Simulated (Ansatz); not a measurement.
# Geometry relaxation, with input and output: Co3Sn2 (part 3 of 3)

Continued. System: Co3Sn2 (5 atoms in the cell). Method: DFT PBEsol, scalar-relativistic, plane waves, PAW, spin-polarised (Ansatz 0.2.0); cutoff 420 eV, 12×12×8 k-mesh, Gaussian smearing of 0.1 eV, collinear spins. The structure derives from a Materials Project entry.

Geometry of the input (Å; fractional positions):
```
4.2230  0.0000  0.0000
-2.1115  3.6572  0.0000
0.0000  0.0000  5.0669
Co 0.0000  0.0000  0.7464
Co 0.0000  0.0000  0.2536
Co 0.6667  0.3333  0.0000
Sn 0.6667  0.3333  0.5000
Sn 0.3333  0.6667  0.0000
```

Output, continued
```
--- Per-component energies (eV) ---
  E_band       = -862.501408
  E_kinetic    = 1746.066578
  E_local      = -11592.405684  (includes V_loc(G=0)·N_el)
  E_nonlocal   = 1323.217532
  E_hartree    = 5334.301254
  E_xc         = -1231.976255
  E_vxc        = -808.409468  (∫ρ·V_xc dr)
  E_paw        = -12595.028088  (= ΣΔE_a)
  E_vpaw       = -2199.573077  (= ΣTr[D̂ρ^β])
  E_aug_tail   = 0.000183  (compensation charges beyond the density's cutoff)
  E_ewald      = -10163.705871
  E_core_change = 1.134937  (= ΣΔE_core)
  E_smearing   = -0.025388  (= −TS)
  E_closure    = -0.000000  (closes the sum)
  Σ components = -27178.420801   (vs F -27178.420801, Δ=0.00e0)
--- Forces (eV/Å), atoms counted from 1 ---
  atom   1  Co    -0.00000000     0.00000000    -0.00332637
  atom   2  Co    -0.00000000    -0.00000000     0.00332637
  atom   3  Co    -0.00000000     0.00000000    -0.00000000
  atom   4  Sn     0.00000000    -0.00000000     0.00000000
  atom   5  Sn    -0.00000000     0.00000000    -0.00000000
  max |Σ_I F_I| component: 7.56e-17 eV/Å
--- Stress (GPa, compression-positive) ---
       -0.007504       0.000000       0.000000
        0.000000      -0.007504      -0.000000
        0.000000      -0.000000      -0.036238
  P = ⅓ Tr σ = -0.0171 GPa (-0.171 kbar)
--- Band table (eV; the first three rows and the last of 190) ---
  k-point 0 ↑: bands = ["-78.9523", "-78.9338", "-78.5234", "-42.7254", "-42.5576", "-42.2532", "-42.2532", "-42.2336", "-42.2336", "-41.9967", "-41.9967", "-41.9842", "-5.2055", "-5.1635", "-5.1635", "-5.1158", "-5.1158", "-5.0343", "-4.9676", "-4.9676", "-4.9511", "-4.9511", "4.5811", "9.6176", "10.9519", "12.0165", "12.0165", "12.8554", "13.2417", "13.2417", "13.5570", "13.5570", "14.1646", "14.1646", "14.8836", "14.8836", "15.3295", "15.3295", "15.5188", "16.5161", "18.1602", "18.1602", "19.3270", "19.6219", "19.6219", "21.1872", "21.2026", "22.5445", "22.5445", "24.3001"]
  k-point 1 ↑: bands = ["-78.9516", "-78.9345", "-78.5234", "-42.7192", "-42.5639", "-42.2525", "-42.2525", "-42.2344", "-42.2344", "-41.9967", "-41.9967", "-41.9843", "-5.2045", "-5.1629", "-5.1629", "-5.1172", "-5.1172", "-5.0311", "-4.9679", "-4.9679", "-4.9498", "-4.9498", "4.6762", "8.9951", "11.4785", "12.0458", "12.0458", "12.9401", "13.2093", "13.2093", "13.5666", "13.5666", "14.1177", "14.1177", "14.9107", "14.9107", "15.3044", "15.3044", "15.3834", "16.7332", "18.2953", "18.2953", "19.4198", "19.6596", "19.6596", "20.6929", "21.5003", "22.3073", "22.3073", "23.8193"]
  k-point 2 ↑: bands = ["-78.9497", "-78.9364", "-78.5234", "-42.7017", "-42.5816", "-42.2504", "-42.2504", "-42.2365", "-42.2365", "-41.9967", "-41.9967", "-41.9845", "-5.2022", "-5.1607", "-5.1607", "-5.1215", "-5.1215", "-5.0233", "-4.9664", "-4.9664", "-4.9485", "-4.9485", "4.9573", "8.0134", "12.1273", "12.1273", "12.1467", "13.1032", "13.1032", "13.1872", "13.6132", "13.6132", "14.0172", "14.0172", "14.9620", "14.9620", "15.0841", "15.2432", "15.2432", "17.2416", "18.6651", "18.6651", "19.7456", "19.7598", "19.7598", "20.0900", "21.6896", "21.7855", "21.7855", "22.9661"]
  k-point 94 ↓: bands = ["-78.0008", "-77.7491", "-77.7454", "-41.4907", "-41.4898", "-41.4826", "-41.3251", "-41.2948", "-41.1570", "-41.1552", "-41.1542", "-41.1509", "-5.1904", "-5.1677", "-5.1633", "-5.1340", "-5.1245", "-4.9999", "-4.9862", "-4.9817", "-4.9698", "-4.9695", "8.0546", "8.5695", "10.3351", "11.3237", "11.4030", "11.8492", "13.3437", "14.1905", "14.4080", "14.4469", "14.6136", "14.7501", "15.0587", "15.2026", "15.3256", "15.7800", "15.8202", "15.9613", "16.2726", "16.2962", "17.0247", "22.3838", "23.3536", "24.3215", "24.4400", "24.6580", "24.7532", "25.7742"]
--- Relaxed structure (4 steps of the walk, 4 accepted, 1 SCFs on fresh bases) ---
  F+E_penalty+E_count = -27178.42080141 eV   max|allowed force component| = 3.326e-3 eV/Å   (the final SCF, on the basis selected at the relaxed cell)
  cell:  # Å, volume = 74.9455 Å³
    - [4.163142056014402, 2.8458468902803725e-11, 1.534409286718147e-29]
    - [-2.0815710280318465, 3.6053867800576214, 1.9437613319334653e-18]
    - [1.635031879243914e-33, 2.6929632288662435e-18, 4.993127329311026]
  atoms:
    - { symbol: Co, position: [-5.18071311109967e-17, 1.4809527147181454e-17, 0.7461013636067282] }
    - { symbol: Co, position: [-5.181368454825728e-17, 1.4796420272660455e-17, 0.25389863639327165] }
    - { symbol: Co, position: [0.6666666666666665, 0.3333333333333333, -2.674741991000628e-22] }
    - { symbol: Sn, position: [0.6666666666666665, 0.3333333333333333, 0.49999999999999994] }
    - { symbol: Sn, position: [0.33333333333333326, 0.6666666666666667, -2.674741991000387e-22] }
--- Löwdin populations: 5 sites ---
  site symbol       q [e]    m [muB]
     0     Co     16.5930     1.0316
     1     Co     16.5930     1.0316
     2     Co     16.7060     0.4424
     3     Sn     14.2835    -0.0646
     4     Sn     14.2393    -0.0626
  spilling = 0.007408 (of n_electrons = 79.000000)
```

File populations.tsv
```
# site	symbol	l	j	q_up	q_dn
# orbitals = lowdin
# n_electrons = 79.000000
# spilling = 0.007408
0	Co	0_3S	-	0.990403	0.990748
0	Co	0_4S	-	0.315131	0.312905
0	Co	1_3P	-	2.997795	2.997740
0	Co	2_3D	-	4.508944	3.479310
1	Co	0_3S	-	0.990403	0.990748
1	Co	0_4S	-	0.315131	0.312905
1	Co	1_3P	-	2.997795	2.997740
1	Co	2_3D	-	4.508944	3.479310
2	Co	0_3S	-	0.984755	0.984828
2	Co	0_4S	-	0.285864	0.289659
2	Co	1_3P	-	2.996012	2.996183
2	Co	2_3D	-	4.307592	3.861122
3	Sn	0_5S	-	0.731310	0.735328
3	Sn	1_5P	-	1.382211	1.442830
3	Sn	2_4D	-	4.995949	4.995888
4	Sn	0_5S	-	0.716892	0.716650
4	Sn	1_5P	-	1.376511	1.439982
4	Sn	2_4D	-	4.994946	4.994340
```

Trajectory as extended XYZ (Å, eV, eV/Å), 5 frames, from step=1 to step=5
```
5
Lattice="4.2230 0.0000 0.0000 -2.1115 3.6572 0.0000 0.0000 0.0000 5.0669" Properties=species:S:1:pos:R:3:forces:R:3 step=1 energy=-27178.35698 pressure_GPa=-5.88
Co    0.0000    0.0000    3.7817    0.0000   0.0000   0.0016
Co    0.0000    0.0000    1.2852    0.0000   0.0000  -0.0016
Co    2.1115    1.2191    0.0000    0.0000   0.0000   0.0000
Sn    2.1115    1.2191    2.5334    0.0000   0.0000   0.0000
Sn    0.0000    2.4381    0.0000    0.0000   0.0000   0.0000
5
Lattice="4.1547 0.0000 0.0000 -2.0774 3.5981 0.0000 0.0000 0.0000 4.9921" Properties=species:S:1:pos:R:3:forces:R:3 step=2 energy=-27178.42281 pressure_GPa=0.64
Co    0.0000    0.0000    3.7247    0.0000   0.0000  -0.0066
Co    0.0000    0.0000    1.2674    0.0000   0.0000   0.0066
Co    2.0774    1.1994    0.0000    0.0000   0.0000   0.0000
Sn    2.0774    1.1994    2.4961    0.0000   0.0000   0.0000
Sn    0.0000    2.3987    0.0000    0.0000   0.0000   0.0000
5
Lattice="4.1633 0.0000 0.0000 -2.0816 3.6055 0.0000 0.0000 0.0000 4.9947" Properties=species:S:1:pos:R:3:forces:R:3 step=3 energy=-27178.42328 pressure_GPa=-0.06
Co    0.0000    0.0000    3.7267    0.0000   0.0000  -0.0049
Co    0.0000    0.0000    1.2680    0.0000   0.0000   0.0049
Co    2.0816    1.2018    0.0000    0.0000   0.0000   0.0000
Sn    2.0816    1.2018    2.4973    0.0000   0.0000   0.0000
Sn    0.0000    2.4037    0.0000    0.0000   0.0000   0.0000
5
Lattice="4.1631 0.0000 0.0000 -2.0816 3.6054 0.0000 0.0000 0.0000 4.9931" Properties=species:S:1:pos:R:3:forces:R:3 step=4 energy=-27178.42331 pressure_GPa=-0.01
Co    0.0000    0.0000    3.7254    0.0000   0.0000  -0.0033
Co    0.0000    0.0000    1.2677    0.0000   0.0000   0.0033
Co    2.0816    1.2018    0.0000    0.0000   0.0000   0.0000
Sn    2.0816    1.2018    2.4966    0.0000   0.0000   0.0000
Sn    0.0000    2.4036    0.0000    0.0000   0.0000   0.0000
5
Lattice="4.1631 0.0000 0.0000 -2.0816 3.6054 0.0000 0.0000 0.0000 4.9931" Properties=species:S:1:pos:R:3:forces:R:3 step=5 energy=-27178.42080 pressure_GPa=-0.02
Co    0.0000    0.0000    3.7254    0.0000   0.0000  -0.0033
Co    0.0000    0.0000    1.2677    0.0000   0.0000   0.0033
Co    2.0816    1.2018    0.0000    0.0000   0.0000   0.0000
Sn    2.0816    1.2018    2.4966    0.0000   0.0000   0.0000
Sn    0.0000    2.4036    0.0000    0.0000   0.0000   0.0000
```

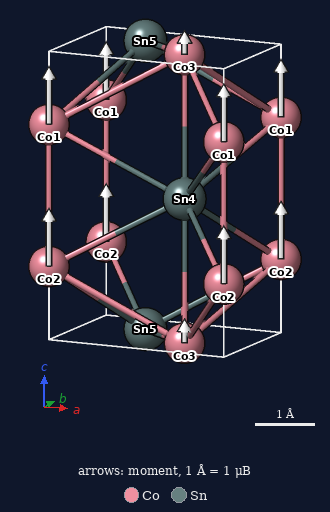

Figure 1. Magnetic moments of the sites as white arrows (ball-and-stick view of the cell of the calculation, seen slightly off an axis; atoms are numbered from 1 in the order of the input); small moments hardly show. The run is collinear, so the axis drawn is arbitrary. Site moments: Co1, Co2 (1.03 μB); Co3 (0.44 μB). They are counted near the atoms and needn't add up to the moment of the cell.

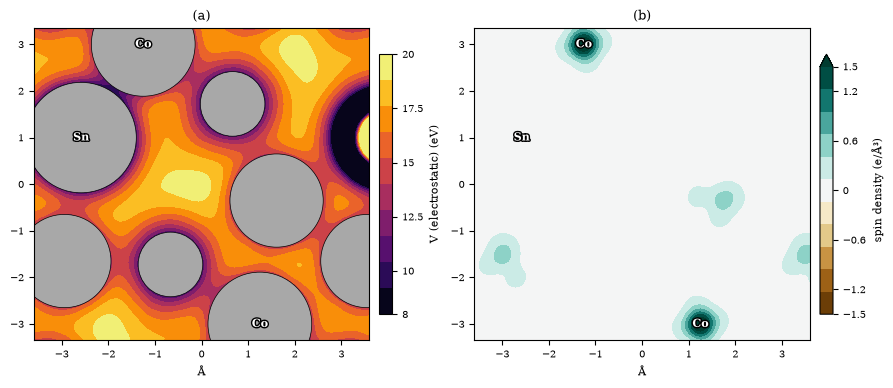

Figure 2. (a) electrostatic potential energy of an electron; (b) magnetisation density (up minus down) on the (111) plane of the conventional cell. Grey discs, where drawn, cover atomic cores. Atoms in the plane: Co and Sn. The cell of the calculation (5 atoms) carries 2.3 μB net. Outside the cores the potential energy rises away from the atoms and is highest about 1.7 Å from the nearest atoms; outside the discs it spans about 10 eV, and its zero is arbitrary. The fields are those of the smooth PAW valence density.

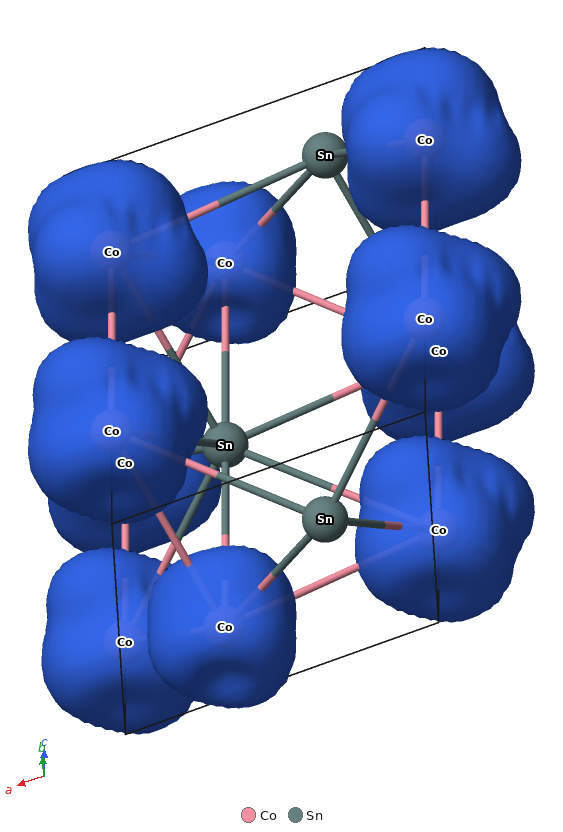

Figure 3. Isosurface of the spin density at +0.02 e/Å³ (blue), seen at an oblique angle. Sticks mark near contacts. The outline is the cell set on symmetry axes. The cell of the calculation (5 atoms) carries 2.3 μB net.

Summary

| quantity | value |
| --- | --- |
| outcome | converged |
| space group (tolerance 0.01 Å) | P-6m2 (187) |
| electrons treated | 79 |
| free energy | −27178.4208 eV |
| Fermi energy | 15.915 eV |
| gap on the k-point mesh | none (metallic) |
| net moment of the cell | 2.32 μB |
| integrated absolute moment | 2.73 μB |
| pressure | −0.02 GPa |
| final volume | 74.95 Å³ |
| largest force (length of the vector) at the end | 0.003 eV/Å |
| final cell | a = 4.163 Å, b = 4.163 Å, c = 4.993 Å, α = 90.00°, β = 90.00°, γ = 120.00° |
| hardware | 2 threads of Arm Neoverse V1, 24 GiB of memory available, shared host |
| wall time | 6.1 min (CPU time 12 min) |
| peak memory | 0.77 GiB |
